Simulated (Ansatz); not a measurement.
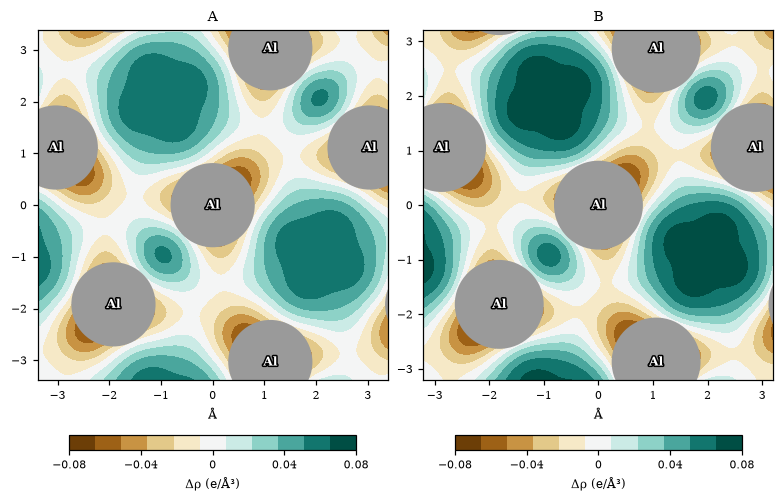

Al2Cu: deformation density on the (001) plane of the conventional cell at two volumes, with the same fractional coordinates and one colour scale. Grey discs cover the cores.

Space group I4/mcm.

Theory: DFT PBE, scalar-relativistic, plane waves, PAW (Ansatz).

Q: Which panel is the larger cell, by how much, and what changes?

A: A is the larger cell: B has 85 % of the volume of A.
The pressure is 0 GPa in A and 23 GPa in B.
The rearranged charge is 0.21 e an atom in A and 0.22 e in B.

Run times: 64 s (base cell) and 68 s (scaled cell), on 2 threads of Arm Neoverse N1, with other jobs on the host.
